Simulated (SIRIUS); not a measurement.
System: ScAl₃, space group Pm-3m (No. 221).

The given structure:
```
CELL_PARAMETERS angstrom
4.08781 0.00000 0.00000
0.00000 4.08781 0.00000
0.00000 0.00000 4.08781
ATOMIC_POSITIONS crystal
Sc 0.00000 0.00000 0.00000
Al 0.50000 0.50000 0.00000
Al 0.00000 0.50000 0.50000
Al 0.50000 0.00000 0.50000
```

How it was computed, with SIRIUS 7.12.0: all-electron LAPW DFT, no spin polarisation; energies at scaled volumes of the given cell, shape and fractions fixed, counted from the fit's minimum, third-order Birch-Murnaghan fit. Level: PBEsol.

- k mesh: 7×7×7
- occupations: Fermi–Dirac
- smearing width: 0.05 eV
- potentials: all electron FP LAPW
- program settings: basis apw+lo standard, gk cutoff 3.67 1/bohr, pw cutoff 20 1/bohr

What does the calculation give for the energy against volume? The volume takes the values 16.05, 16.39, 16.74, 17.08, 17.42, 17.76, 18.10 Å³/atom.

A third-order Birch–Murnaghan fit gives V0 = 16.86 Å³/atom, B0 = 92.1 GPa and B′ = 4.1. The energy is 12.07 meV/atom at volume 16.05 Å³/atom and 23.30 meV/atom at 18.10 Å³/atom; the lowest computed point is at volume 16.74 Å³/atom (0.27 meV/atom), and no other minimum shows.

| volume (Å³/atom) | energy (meV/atom) |
| --- | --- |
| 16.05 | 12.07 |
| 16.39 | 3.89 |
| 16.74 | 0.27 |
| 17.08 | 0.76 |
| 17.42 | 5.05 |
| 17.76 | 12.66 |
| 18.10 | 23.30 |

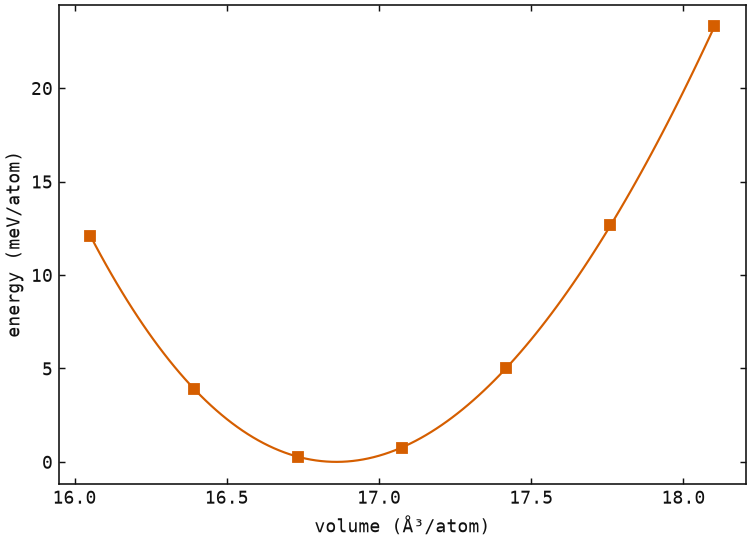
